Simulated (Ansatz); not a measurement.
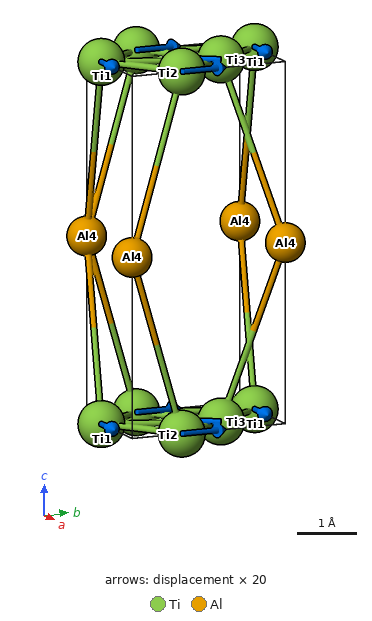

This is a relaxation of crystalline Ti3Al (a generated structure, set up in P-62m) (coarse preliminary run). The starting structure is drawn; blue arrows show the displacements (the part carried along by the change of the cell is left out), magnified 20 times.

Style: ball-and-stick. Shown: the cell of the calculation, slightly off an axis.

Theory: Ansatz 0.2.0, DFT PBE, scalar-relativistic, plane waves, PAW.

The input:
```yaml
crystal:
  lattice:
    - [3.5831262, 0.0, 0.0]
    - [-1.7915631, 3.10307832, 0.0]
    - [0.0, 0.0, 6.26768125]
  atoms:
    - { symbol: Ti, position: [0.32413756, 0.0, 0.0] }
    - { symbol: Ti, position: [0.0, 0.32413756, 0.0] }
    - { symbol: Ti, position: [0.67586244, 0.67586244, 0.0] }
    - { symbol: Al, position: [0.0, 0.0, 0.5] }
basis:
  ecutwfc: 420
kpoints:
  mp_grid: { grid: [6, 6, 4] }
hamiltonian:
  xc: pbe
scf:
  occupations: { method: gaussian, width: 0.1 }
  lower_state_search: "off"
output:
  forces: true
  stress: true
  eigenvalues: true
relax:
  adjacent_minimum: "off"
  f_tol: 0.04
  max_steps: 70
  cell: { stress_tol: 0.4 }
```

Run as
```bash
ansatz run input.yaml --threads 1 --pin off --max-ram 2560MiB --backend cpu --events-out ev --progress --plain --runs-dir out
```

Question: Which element moves most?

Answer: Titanium: up to 0.053 Å, against 0.000 Å for aluminium.

Question: Describe the change and its energy.

Answer: The largest moves relative to the cell, 0.053 Å, are those of Ti1, Ti2 and Ti3. Ti3 goes along [−1 −1 0]. Al stays in place. Cell: a = b 3.583 → 4.755 Å (+32.7 %), c 6.268 → 4.476 Å (−28.6 %). Volume +25.8 %. Among the contacts that change: Ti1–Ti2 2.012 → 2.762 Å, Ti1–Ti2 (another image) 2.098 → 2.737 Å, Ti1–Al4 3.342 → 2.748 Å. Bond angles that change, for instance: Ti1–Al4–Ti1 139.3° → 109.1°, Ti1–Al4–Ti2 160.0° → 146.3°. The space group stays P-62m (No. 189). The energy falls by 2347 meV per atom in 12 accepted moves (14 points after the start). Largest force component: 2.1 eV/Å at the start, 0.014 eV/Å at the end. The pressure goes from 47.23 to −0.01 GPa. The SCF was repeated twice at an unchanged geometry on a basis and grid sized afresh for the cell, which shifted the energy by 95.5 meV per atom at most.
